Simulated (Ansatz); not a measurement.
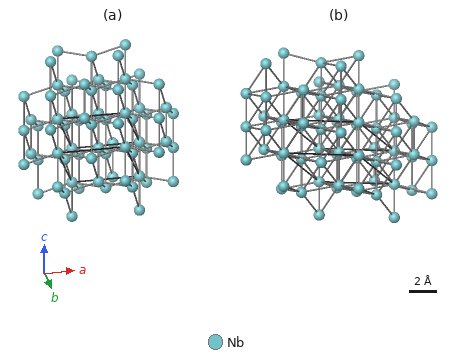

The structure of crystalline Nb (a generated structure, set up in I4_1/amd) before (left) and after (right) a relaxation, at one scale.

A ball-and-stick model of the conventional cell (2 times the calculation's cell), repeated 1 × 1 × 2 with one cell outlined, seen from a free direction. Lengths and directions refer to the drawn axes.

Phase: beta-Sn type.

Level of theory: DFT, PBE, plane waves (420 eV) with PAW, scalar-relativistic in Ansatz 0.2.0. Settings: plane-wave cutoff 420 eV; k-point mesh 13 × 13 × 9; occupations fermi dirac; smearing width 0.1 eV; no spin polarisation; cell and atoms relaxed; force threshold 0.01 eV/Å; at most 60 steps.

Question: Summarise the run.

Answer: The energy falls by 456 meV per atom in 13 accepted moves (16 points after the start). The largest force component goes from 0.002 to 0.00047 eV/Å. Pressure: 2.54 GPa at the start and 0.00 GPa at the end. The line search rejected the trial step at point 1 of the run. At 2 points the geometry stayed and the basis and grid were re-selected for the new cell (energy shift of 25.7 meV per atom at most each time). The atoms keep their places relative to the cell (all moves are under 0.005 Å). The volume changes by −2.1 %, with a = b 5.171 → 5.635 Å (+9.0 %), c 2.823 → 2.762 Å (−2.2 %), γ 90.0° → 57.4°. Some distances before and after: Nb–Nb 3.920 → 3.040 Å, Nb–Nb 2.680 → 2.901 Å, Nb–Nb 2.823 → 2.762 Å. New bonds form: Nb–Nb (3.92 → 3.04 Å). Bond angles that change, for instance: Nb–Nb–Nb 94.0° → 63.2°, Nb–Nb–Nb 94.0° → 124.3°, Nb–Nb–Nb 149.5° → 152.5°. The space group (tolerance 0.01 Å) goes from I4_1/amd (No. 141) to Fddd (No. 70). The run took 5 min on 1 thread of Intel(R) Xeon(R) Platinum 8259CL CPU @ 2.50GHz (Skylake/Cascade Lake) (shared host), peak memory 0.71 GiB.
